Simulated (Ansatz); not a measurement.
Single-point calculation of Al48N47 (charge +2) (part 1 of 2)

Al48N47 (defect cell, 95 atoms in the cell, total charge +2), computed with DFT, HSE06, PAW, plane waves (Ansatz 0.2.0).

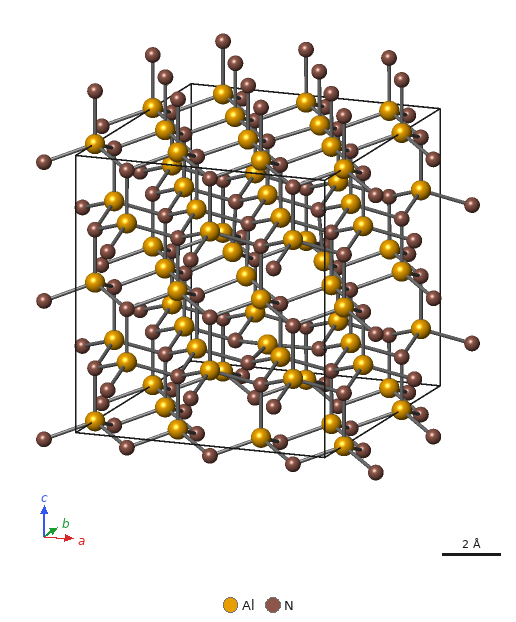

The structure (ball-and-stick view of the cell of the calculation, seen slightly off an axis; bonded neighbours outside the cell are drawn too).

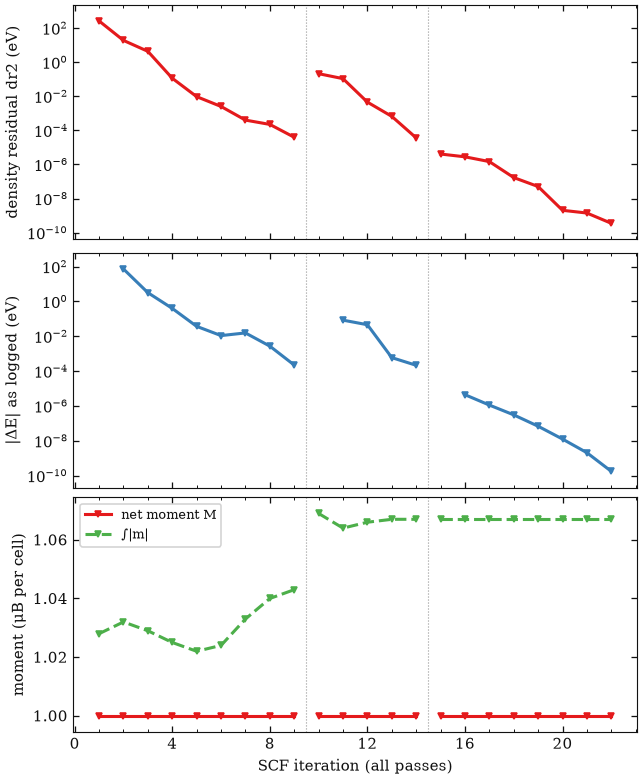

Convergence of the self-consistent field: density residual dr2, size of the energy change and magnetic moment against the SCF iteration. The run starts with a semilocal functional; after that each stretch between dotted lines is one SCF of the hybrid functional between two exact rebuilds of the exchange operator by the outer loop. Early passes are stopped at a loose threshold. The passes take 9, 5 and 8 iterations. The net moment stays at 1.0 μB per cell.

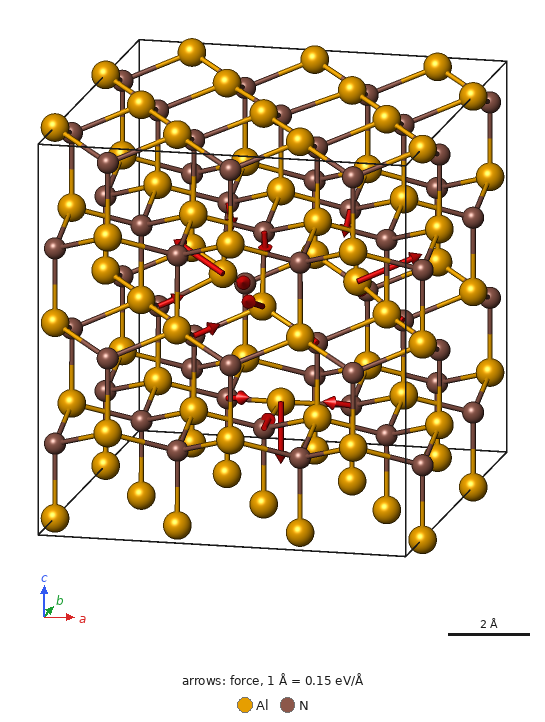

Forces on the atoms as red arrows (ball-and-stick view of the cell of the calculation, seen slightly off an axis); the smallest are left out. The largest act on Al35, Al37, Al43 (0.27 eV/Å); Al17 (0.24 eV/Å); N59, N61, N67 (0.12 eV/Å); N90, N94 (0.12 eV/Å), among others. Atoms are counted from 1 in the order of the input and aren't labelled in the picture. 

These pictures come from the run below.

**Input**
```yaml
crystal:
  lattice:
    - [9.341448, 0.000000, 0.000000]
    - [0.000000, 10.786575, 0.000000]
    - [0.000000, 0.000000, 9.967057]
  atoms:
    - { symbol: Al, position: [0.166165, 0.083800, 0.247367] }
    - { symbol: Al, position: [0.166251, 0.083691, 0.748590] }
    - { symbol: Al, position: [0.999962, 0.333017, 0.247932] }
    - { symbol: Al, position: [0.999960, 0.332645, 0.748935] }
    - { symbol: Al, position: [0.499966, 0.084003, 0.247914] }
    - { symbol: Al, position: [0.499961, 0.084368, 0.748891] }
    - { symbol: Al, position: [0.331793, 0.332655, 0.247399] }
    - { symbol: Al, position: [0.330728, 0.332390, 0.749885] }
    - { symbol: Al, position: [0.165512, 0.582732, 0.247321] }
    - { symbol: Al, position: [0.164667, 0.582167, 0.749889] }
    - { symbol: Al, position: [0.999947, 0.833972, 0.247834] }
    - { symbol: Al, position: [0.999974, 0.833912, 0.748824] }
    - { symbol: Al, position: [0.833762, 0.083818, 0.247372] }
    - { symbol: Al, position: [0.833681, 0.083699, 0.748595] }
    - { symbol: Al, position: [0.668116, 0.332644, 0.247412] }
    - { symbol: Al, position: [0.669167, 0.332374, 0.749902] }
    - { symbol: Al, position: [0.499951, 0.583614, 0.212041], spin: 0.25 }
    - { symbol: Al, position: [0.499961, 0.583574, 0.751711] }
    - { symbol: Al, position: [0.333226, 0.835404, 0.247439] }
    - { symbol: Al, position: [0.333455, 0.836290, 0.749785] }
    - { symbol: Al, position: [0.834375, 0.582725, 0.247340] }
    - { symbol: Al, position: [0.835272, 0.582142, 0.749916] }
    - { symbol: Al, position: [0.666705, 0.835417, 0.247420] }
    - { symbol: Al, position: [0.666497, 0.836303, 0.749801] }
    - { symbol: Al, position: [0.000002, 0.167297, 0.498364] }
    - { symbol: Al, position: [0.999999, 0.166902, 0.998139] }
    - { symbol: Al, position: [0.332289, 0.164673, 0.498520] }
    - { symbol: Al, position: [0.332945, 0.165997, 0.998557] }
    - { symbol: Al, position: [0.165596, 0.415966, 0.499571] }
    - { symbol: Al, position: [0.165977, 0.416401, 0.998736] }
    - { symbol: Al, position: [0.999967, 0.667622, 0.498610] }
    - { symbol: Al, position: [0.999979, 0.667607, 0.998936] }
    - { symbol: Al, position: [0.667657, 0.164696, 0.498527] }
    - { symbol: Al, position: [0.667029, 0.165986, 0.998559] }
    - { symbol: Al, position: [0.499991, 0.399319, 0.505771], spin: 0.25 }
    - { symbol: Al, position: [0.499973, 0.413128, 0.995720] }
    - { symbol: Al, position: [0.317055, 0.675545, 0.505411], spin: 0.25 }
    - { symbol: Al, position: [0.329789, 0.668960, 0.995655] }
    - { symbol: Al, position: [0.164807, 0.918878, 0.498476] }
    - { symbol: Al, position: [0.165847, 0.917725, 0.998482] }
    - { symbol: Al, position: [0.834358, 0.415915, 0.499597] }
    - { symbol: Al, position: [0.833977, 0.416394, 0.998745] }
    - { symbol: Al, position: [0.682962, 0.675541, 0.505456], spin: 0.25 }
    - { symbol: Al, position: [0.670169, 0.668965, 0.995677] }
    - { symbol: Al, position: [0.499987, 0.918305, 0.499502] }
    - { symbol: Al, position: [0.499990, 0.917810, 0.998638] }
    - { symbol: Al, position: [0.835189, 0.918922, 0.498498] }
    - { symbol: Al, position: [0.834154, 0.917731, 0.998486] }
    - { symbol: N, position: [0.999975, 0.167099, 0.188980] }
    - { symbol: N, position: [0.999978, 0.166785, 0.688924] }
    - { symbol: N, position: [0.333296, 0.166968, 0.189506] }
    - { symbol: N, position: [0.333302, 0.167232, 0.688828] }
    - { symbol: N, position: [0.166750, 0.417049, 0.189659] }
    - { symbol: N, position: [0.166464, 0.416925, 0.689486] }
    - { symbol: N, position: [0.999933, 0.666821, 0.190048] }
    - { symbol: N, position: [0.999964, 0.666747, 0.688700] }
    - { symbol: N, position: [0.666643, 0.166968, 0.189506] }
    - { symbol: N, position: [0.666633, 0.167217, 0.688845] }
    - { symbol: N, position: [0.499970, 0.415329, 0.189568] }
    - { symbol: N, position: [0.499958, 0.417776, 0.690915] }
    - { symbol: N, position: [0.331679, 0.667889, 0.189548] }
    - { symbol: N, position: [0.334158, 0.666608, 0.690769] }
    - { symbol: N, position: [0.166610, 0.916842, 0.189499] }
    - { symbol: N, position: [0.166766, 0.916652, 0.688745] }
    - { symbol: N, position: [0.833172, 0.417039, 0.189683] }
    - { symbol: N, position: [0.833456, 0.416906, 0.689515] }
    - { symbol: N, position: [0.668220, 0.667904, 0.189559] }
    - { symbol: N, position: [0.665809, 0.666599, 0.690834] }
    - { symbol: N, position: [0.499968, 0.916949, 0.189630] }
    - { symbol: N, position: [0.499978, 0.917332, 0.689435] }
    - { symbol: N, position: [0.833325, 0.916858, 0.189491] }
    - { symbol: N, position: [0.833187, 0.916661, 0.688760] }
    - { symbol: N, position: [0.166227, 0.083869, 0.438491] }
    - { symbol: N, position: [0.166548, 0.083617, 0.939126] }
    - { symbol: N, position: [0.999985, 0.334028, 0.439076] }
    - { symbol: N, position: [0.999970, 0.333700, 0.939392] }
    - { symbol: N, position: [0.499962, 0.083824, 0.439190] }
    - { symbol: N, position: [0.499971, 0.083781, 0.939420] }
    - { symbol: N, position: [0.332804, 0.333975, 0.438925] }
    - { symbol: N, position: [0.332725, 0.333183, 0.939594] }
    - { symbol: N, position: [0.167236, 0.582878, 0.438927] }
    - { symbol: N, position: [0.166016, 0.583425, 0.939643] }
    - { symbol: N, position: [0.999954, 0.833127, 0.439233] }
    - { symbol: N, position: [0.999985, 0.833443, 0.939418] }
    - { symbol: N, position: [0.833715, 0.083962, 0.438491] }
    - { symbol: N, position: [0.833421, 0.083622, 0.939131] }
    - { symbol: N, position: [0.667129, 0.333955, 0.438925] }
    - { symbol: N, position: [0.667196, 0.333169, 0.939618] }
    - { symbol: N, position: [0.499962, 0.583597, 0.945013] }
    - { symbol: N, position: [0.333950, 0.833910, 0.438959] }
    - { symbol: N, position: [0.333155, 0.834303, 0.939555] }
    - { symbol: N, position: [0.832686, 0.582754, 0.438946] }
    - { symbol: N, position: [0.833900, 0.583411, 0.939673] }
    - { symbol: N, position: [0.666019, 0.833942, 0.438956] }
    - { symbol: N, position: [0.666811, 0.834313, 0.939570] }
  symmetry: { detect: false }
kpoints:
  mp_grid: { grid: [1, 1, 1], shift: [0.25, 0.25, 0.25] }
hamiltonian:
  xc: hse06
total_charge: 2
magnetization:
  spin_polarized: true
scf:
  occupations: { method: fermi_dirac, width: 0.01 }
output:
  forces: true
  eigenvalues: true
  populations: true
  charged_corrections: { epsilon: 8.5 }
  eigenstates: { kpoints: [[0.25, 0.25, 0.25]], e_range: [-6.0, 6.0], localisation: true }
  write_density: true
  write_potential: true
  elf: true
  volumetric_format: npy
```

Launched with:
```bash
ansatz run in.yaml --threads 8 --pin off --max-ram 17100MiB --runs-dir r --events-out ev --progress --plain
```

**The program's output**
```
Pseudopotentials: kind: paw
Functional definition: HSE06
  parameter a = 0.25
  parameter omega = 0.11/bohr
  exchange = pbe_x - a*pbe_x_sr(omega) + a*exact_x_sr(omega)
  correlation = pbe_c
Crystal: 95 atoms, lattice volume = 1004.303 Å³
Basis set: ecut = 420 eV, 19611 PW (Γ), exchange–correlation on 128×150×144 points (8 copies of the dense FFT grid, shifted against one another)
Bands: 284, of which v1, the nominal top of the filled ones, is band 189 counted from 1 (188 counted from 0)
Symmetry: 1 space group operations
k-points: 1
Non-local potential: Al, projectors of the file, l = 0: 2, l = 1: 2, l = 2: 1
Non-local potential: N, projectors of the file, l = 0: 2, l = 1: 2, l = 2: 1
PAW form: soft (Blöchl's): semilocal exchange-correlation on the pseudo side does not see the compensation charge
PAW frozen core: Al, regenerated for the run's functional, and the local potential with it (the file was generated under x = pbe(κ = 0.804, μ = 0.2195149727645171), c = pbe(β = 0.06672455060314922))
PAW frozen core: N, regenerated for the run's functional, and the local potential with it (the file was generated under x = pbe(κ = 0.804, μ = 0.2195149727645171), c = pbe(β = 0.06672455060314922))
PAW one-centre angular grid: Al, 110 points (default); XC on 64 Gauss nodes
PAW one-centre angular grid: N, 110 points (default); XC on 64 Gauss nodes
Initial density: superposition of atomic densities (chi_scale 0.1, normalization cell, long waves kept (reshape's long-wave potential 0.14 eV rms))
Starting moments: Σ|m| = 1 μB on 4 of 95 sites
Initial wavefunctions: pseudopotential atomic-orbital guess
Functional: x = pbe(κ = 0.804, μ = 0.2195149727645171), c = pbe(β = 0.06672455060314922), warm-up for x = pbe(κ = 0.804, μ = 0.2195149727645171) + 0.25 (exact − pbe) at short range (hse, ω = 0.20786987370883472 Å⁻¹), c = pbe(β = 0.06672455060314922); HSE06 as pw.x's `hse` composes it (authors' and Libxc's form: `xc: wpbeh`)
iter 1 solved again at ethr=6.93e-2 eV; its pass at ethr=1.00e-1 eV (dr2=2.61e2 eV) is discarded
SCF iter   1: F=—  HF=-44068.454766 eV  |F-HF|=—  |Δ(HF+E_count)|=         —  Δρ=7.28e-2 (↑7.28e-2 ↓7.26e-2)  dr2=2.62e2  dr2_m=3.75e-2  M=1.000 μB ∫|m|=1.028 μB  β_m=0.30  ethr=6.93e-2  ⟨swp⟩=2.0  Hψ=3240  notcnv=0
preconditioner: auto → none  [insulator: Δε(μ)=0.184 eV  Ē_g=14.261 eV  σ=0.010 eV  W_gap=1.00  n_scr=206 (ndim 8)  ℏωp=22.8 eV  f_vac=0.000  D(μ)=0.02/eV (n_scr^D=0)]
iter 2 solved again at ethr=5.60e-3 eV; its pass at ethr=6.93e-2 eV (dr2=2.11e1 eV) is discarded
SCF iter   2: F=—  HF=-43995.813712 eV  |F-HF|=—  |Δ(HF+E_count)|=    7.26e1  Δρ=2.24e-2 (↑2.24e-2 ↓2.24e-2)  dr2=1.89e1  dr2_m=2.21e-2  M=1.000 μB ∫|m|=1.032 μB  β_m=0.30  ethr=5.60e-3  ⟨swp⟩=17.5  Hψ=2824  notcnv=0  defer=1
eigensolver tolerance schedule: the retry pair's looser diagonalisation over-reported the residual by 0.11 of it (diagonalisation noise at 0.13 of the residual, at the tolerance the schedule requests for it); recorded, not acted on — ethr = c·dr2/N_el stays at c = 1.0e-1
SCF iter   3: F=—  HF=-43992.630448 eV  |F-HF|=—  |Δ(HF+E_count)|=    3.18e0  Δρ=1.54e-2 (↑1.53e-2 ↓1.54e-2)  dr2=4.32e0  dr2_m=1.22e-2  M=1.000 μB ∫|m|=1.029 μB  β_m=0.30  ethr=5.02e-3  ⟨swp⟩=5.0  Hψ=1298  notcnv=0
SCF iter   4: F=—  HF=-43992.233628 eV  |F-HF|=—  |Δ(HF+E_count)|=   3.97e-1  Δρ=2.03e-3 (↑2.03e-3 ↓1.89e-3)  dr2=1.14e-1  dr2_m=7.10e-3  M=1.000 μB ∫|m|=1.025 μB  β_m=0.30  ethr=1.15e-3  ⟨swp⟩=5.0  Hψ=1239  notcnv=0  defer=1
SCF iter   5: F=—  HF=-43992.270671 eV  |F-HF|=—  |Δ(HF+E_count)|=   3.70e-2  Δρ=9.89e-4 (↑9.89e-4 ↓8.83e-4)  dr2=9.50e-3  dr2_m=4.21e-3  M=1.000 μB ∫|m|=1.022 μB  β_m=0.30  ethr=3.01e-5  ⟨swp⟩=11.5  Hψ=2012  notcnv=0  defer=33
Mixer restart at iter 5: flushing history
spin-set hold released at iteration 5 (site moments contracting): the magnetisation degrees of freedom join the quasi-Newton model from the next iteration; the mixer history was flushed
SCF iter   6: F=—  HF=-43992.281546 eV  |F-HF|=—  |Δ(HF+E_count)|=   1.09e-2  Δρ=6.85e-4 (↑6.85e-4 ↓6.31e-4)  dr2=2.52e-3  dr2_m=2.43e-3  M=1.000 μB ∫|m|=1.024 μB  β_m=0.51  ethr=2.52e-6  ⟨swp⟩=8.5  Hψ=1551  notcnv=0  defer=38
SCF iter   7: F=—  HF=-43992.297072 eV  |F-HF|=—  |Δ(HF+E_count)|=   1.55e-2  Δρ=2.34e-4 (↑2.34e-4 ↓2.30e-4)  dr2=3.99e-4  dr2_m=3.57e-4  M=1.000 μB ∫|m|=1.033 μB  β_m=0.56  ethr=6.68e-7  ⟨swp⟩=6.5  Hψ=1756  notcnv=0  defer=29
SCF iter   8: F=—  HF=-43992.299778 eV  |F-HF|=—  |Δ(HF+E_count)|=   2.71e-3  Δρ=1.08e-4 (↑6.35e-5 ↓1.08e-4)  dr2=2.23e-4  dr2_m=3.90e-5  M=1.000 μB ∫|m|=1.040 μB  β_m=0.53  ethr=1.06e-7  ⟨swp⟩=6.5  Hψ=1605  notcnv=0  defer=16
SCF iter   9: F=-43992.300001 eV  HF=-43992.299999 eV  |F-HF|=1.52e-6  |Δ(HF+E_count)|=   2.22e-4  Δρ=3.69e-5 (↑3.24e-5 ↓3.69e-5)  dr2=3.93e-5  dr2_m=7.10e-6  M=1.000 μB ∫|m|=1.043 μB  ethr=5.93e-8  ⟨swp⟩=5.5  Hψ=1289  notcnv=0  defer=6
SCF 1 stopped early in 9 iterations: F = -43992.300001 eV  dr2 = 3.93e-5
  greatest PAW one-centre occupation: 0.790 electrons in one spin orbital (limit 2), on the N atom at site 66 (counted from 0), in its partial waves of l = 0
Initial density: handed on by an earlier stage of this run
Starting moments: Σ|m| = 1 μB on 4 of 95 sites; this step starts from the density that it was given
Initial wavefunctions: those handed on with the density
Functional: x = pbe(κ = 0.804, μ = 0.2195149727645171) + 0.25 (exact − pbe) at short range (hse, ω = 0.20786987370883472 Å⁻¹), c = pbe(β = 0.06672455060314922); HSE06 as pw.x's `hse` composes it (authors' and Libxc's form: `xc: wpbeh`)
Exchange kernel: α = 0.2500, screened, ω = 0.2079 Å⁻¹, Wigner–Seitz truncation, v(0) = 904.2111 eV·Å³, q-mesh 1×1×1, nearest image of the exchange supercell L = 9.34 Å, pair-density grid 45×54×48, without the augmentation charges, whose exchange is taken in its separable form (sized by the pseudopotential files, 64×75×72 at the most)
Frozen-core exchange: fock
SCF iter   1: F=—  HF=-44014.351083 eV  |F-HF|=—  |Δ(HF+E_count)|=         —  Δρ=3.13e-3 (↑3.10e-3 ↓3.13e-3)  dr2=2.11e-1  dr2_m=2.42e-4  M=1.000 μB ∫|m|=1.069 μB  β_m=0.30  ethr=1.04e-7  ⟨swp⟩=20.0  Hψ=4309  notcnv=4
preconditioner: auto → none  [insulator: Δε(μ)=1.731 eV  Ē_g=14.976 eV  σ=0.010 eV  W_gap=1.00  n_scr=206 (ndim 8)  ℏωp=22.8 eV  f_vac=0.000  D(μ)=0.00/eV (n_scr^D=0)]
SCF iter   2: F=—  HF=-44014.435029 eV  |F-HF|=—  |Δ(HF+E_count)|=   8.39e-2  Δρ=2.37e-3 (↑2.35e-3 ↓2.37e-3)  dr2=1.08e-1  dr2_m=2.02e-4  M=1.000 μB ∫|m|=1.064 μB  β_m=0.54  ethr=1.04e-7  ⟨swp⟩=7.0  Hψ=2430  notcnv=0
SCF iter   3: F=—  HF=-44014.389220 eV  |F-HF|=—  |Δ(HF+E_count)|=   4.58e-2  Δρ=3.66e-4 (↑3.62e-4 ↓3.66e-4)  dr2=4.54e-3  dr2_m=1.83e-5  M=1.000 μB ∫|m|=1.066 μB  β_m=0.56  ethr=1.04e-7  ⟨swp⟩=6.0  Hψ=2225  notcnv=0
SCF iter   4: F=—  HF=-44014.388628 eV  |F-HF|=—  |Δ(HF+E_count)|=   5.92e-4  Δρ=1.01e-4 (↑1.01e-4 ↓9.19e-5)  dr2=6.61e-4  dr2_m=2.10e-6  M=1.000 μB ∫|m|=1.067 μB  β_m=0.52  ethr=1.04e-7  ⟨swp⟩=6.0  Hψ=2149  notcnv=0
SCF iter   5: F=-44014.388391 eV  HF=-44014.388413 eV  |F-HF|=2.20e-5  |Δ(HF+E_count)|=   2.15e-4  Δρ=2.95e-5 (↑2.95e-5 ↓2.52e-5)  dr2=3.62e-5  dr2_m=8.34e-7  M=1.000 μB ∫|m|=1.067 μB  ethr=1.04e-7  ⟨swp⟩=6.5  Hψ=1166  notcnv=0  defer=6
SCF 2 stopped early in 5 iterations: F = -44014.388391 eV  dr2 = 3.62e-5
  Residual-converged pass: ⟨swp⟩=4.0  Hψ=1459  notcnv=0  max |occ|·‖R‖ = 5.7e-6 eV (tolerance 6.7e-6 eV)  dr2=3.83e-5  dr2_m=8.41e-7  dr2_onsite=1.62e-6  max |Δocc| = 0.0e0
hybrid outer 1: dexx = +1.384e-1 eV, tail = 1.42e-4 eV
```
